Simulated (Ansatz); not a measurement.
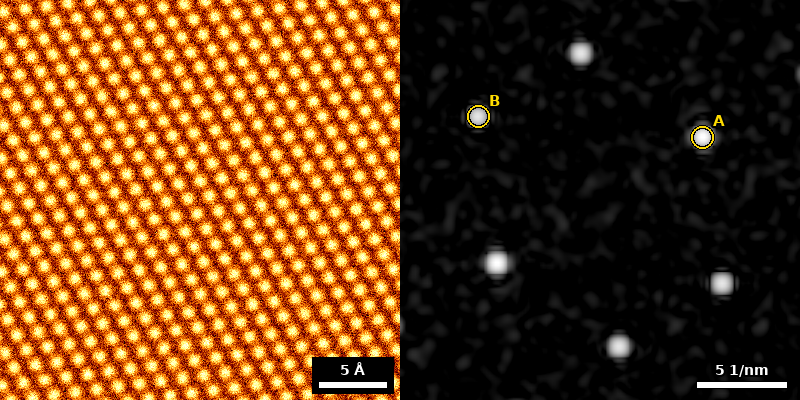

iDPC-like image of V (Im-3m, No. 229) along [210]. Simulated as the projected potential of neutral atoms (B = 0.5 Å²) blurred by a 0.57 Å probe, the thin-sample limit of integrated differential phase contrast. The display is stretched by a gamma of 0.65; percentages refer to the linear signal. Shot noise was added. Model: a calculation's starting geometry.

The right panel is the modulus of the image's Fourier transform on a logarithmic scale.

a = 2.958 Å, b = 2.958 Å, c = 2.958 Å, α = 90.00°, β = 90.00°, γ = 90.00°

Q: Index the marked spots and give their plane spacings (the zone axis points at the viewer; indices equivalent by symmetry, or all signs reversed, are as good).

A: (0 0 -2), d = 1.48 Å; B: (-1 2 1), d = 1.21 Å. A and B enclose 114°, and every spot obeys the zone law hu + kv + lw = 0 for [210].
